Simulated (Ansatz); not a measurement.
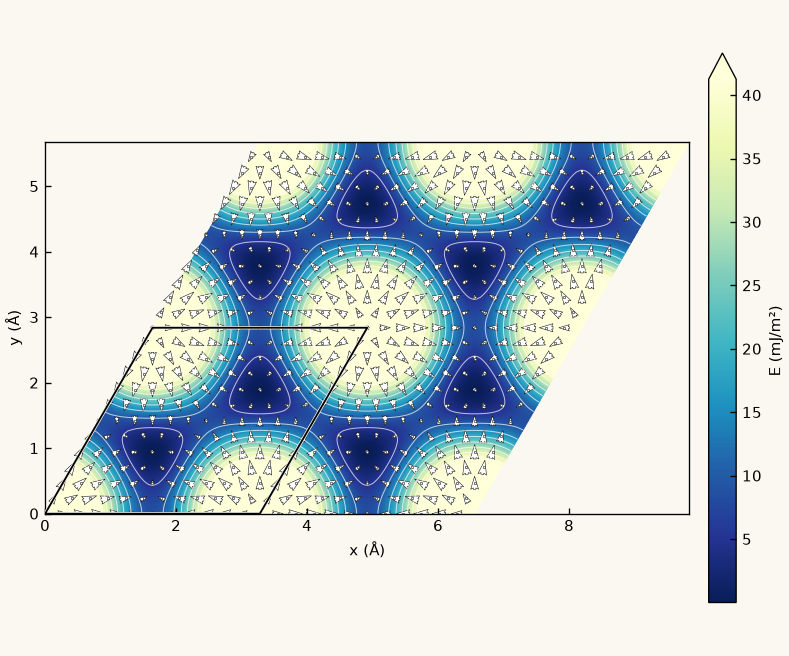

Energy landscape of WSe₂ (P-6m2, No. 187; 6 atoms in the cell). Gamma surface: rigid slide across a plane, one fault a cell; the plane is (0 0 1) of the conventional cell, and the faces at the cut hold Se and Se. Places are given modulo a cell vector. The map is drawn in real space over the plane of the slide. Nothing is relaxed (rigid halves, spacing across the cut fixed). Grid: 12 × 12 points; 19 points were computed and 125 follow by symmetry. Energies are in mJ/m², from the lowest grid point. These are results of DFT PBE+D3(BJ), scalar-relativistic, plane waves, PAW (Ansatz), not measurements. Settings: cutoff 420 eV, k-mesh 9×9×2 in the order of the run's cell vectors, gaussian smearing 0.05 eV, no spin polarisation.

The picture shows a smooth colour map with a few white contour lines, dots at the grid points, arrows along the force (downhill), their lengths compressed, the outline of one cell of the 2 × 2 shown, one colour for all values above the top of the scale. Between grid points the surface is interpolated. 

**Describe this landscape.**

The lowest grid point is at (4/12, 4/12) of the cell vectors; the map holds 2 wells of about this depth. The reference structure, at (0/12, 0/12) of the cell vectors, is a maximum of this map. The highest grid point, (0/12, 0/12) of the cell vectors, lies 80 mJ/m² above the lowest. On the interpolated surface the easiest way out of the lowest well to a well of about the same depth near (8/12, 8/12) of the cell vectors passes a barrier of about 8.3 mJ/m². The gap on the k-mesh is 1.4 eV at the lowest point and runs from 1.3 to 1.4 eV over the map.

Grid values (mJ/m²):

| slide along a2 ↓, slide along a1 → | 0/12 | 1/12 | 2/12 | 3/12 | 4/12 | 5/12 | 6/12 | 7/12 | 8/12 | 9/12 | 10/12 | 11/12 |
| --- | --- | --- | --- | --- | --- | --- | --- | --- | --- | --- | --- | --- |
| 11/12 | 75 | 75 | 66 | 50 | 32 | 17 | 8 | 8 | 17 | 32 | 50 | 66 |
| 10/12 | 62 | 66 | 62 | 50 | 35 | 19 | 8 | 4 | 8 | 19 | 35 | 50 |
| 9/12 | 44 | 50 | 50 | 44 | 32 | 19 | 8 | 2 | 2 | 8 | 19 | 32 |
| 8/12 | 26 | 32 | 35 | 32 | 26 | 17 | 8 | 2 | 0 | 2 | 8 | 17 |
| 7/12 | 13 | 17 | 19 | 19 | 17 | 13 | 8 | 4 | 2 | 2 | 4 | 8 |
| 6/12 | 8 | 8 | 8 | 8 | 8 | 8 | 8 | 8 | 8 | 8 | 8 | 8 |
| 5/12 | 13 | 8 | 4 | 2 | 2 | 4 | 8 | 13 | 17 | 19 | 19 | 17 |
| 4/12 | 26 | 17 | 8 | 2 | 0 | 2 | 8 | 17 | 26 | 32 | 35 | 32 |
| 3/12 | 44 | 32 | 19 | 8 | 2 | 2 | 8 | 19 | 32 | 44 | 50 | 50 |
| 2/12 | 62 | 50 | 35 | 19 | 8 | 4 | 8 | 19 | 35 | 50 | 62 | 66 |
| 1/12 | 75 | 66 | 50 | 32 | 17 | 8 | 8 | 17 | 32 | 50 | 66 | 75 |
| 0/12 | 80 | 75 | 62 | 44 | 26 | 13 | 8 | 13 | 26 | 44 | 62 | 75 |

The input of one point:

```yaml
crystal:
  lattice:
    - [-3.2789854852, 0.0, 0.0]
    - [-1.6394927426, -2.8396847288, 0.0]
    - [-1.6394927426, -0.9465615763, 14.0112373504]
  atoms:
    - { symbol: W, position: [-0.25, -0.25, 0.75] }
    - { symbol: W, position: [-0.0833333333, -0.0833333333, 0.25] }
    - { symbol: Se, position: [0.0432411913, 0.0432411913, 0.8702764262] }
    - { symbol: Se, position: [0.2099078579, 0.2099078579, 0.3702764262] }
    - { symbol: Se, position: [0.2900921421, 0.2900921421, 0.1297235738] }
    - { symbol: Se, position: [0.1234254754, 0.1234254754, 0.6297235738] }
basis:
  ecutwfc: 420
kpoints:
  mp_grid: { grid: [9, 9, 2] }
hamiltonian:
  xc: pbe
  pseudopotentials: { kind: paw, azcp: { folder: soft_1 } }
  dispersion: d3bj
scf:
  occupations: { method: gaussian, width: 0.05 }
output:
  forces: true
  stress: true
  eigenvalues: true
```

Each point was launched as `ansatz run input.yaml --threads 2 --pin off --max-ram 4096MiB --backend cpu --events-out ev --progress --plain --runs-dir out`. Time for the 19 points that were run: 15 min on 2 threads of Arm Neoverse N1 (shared host).
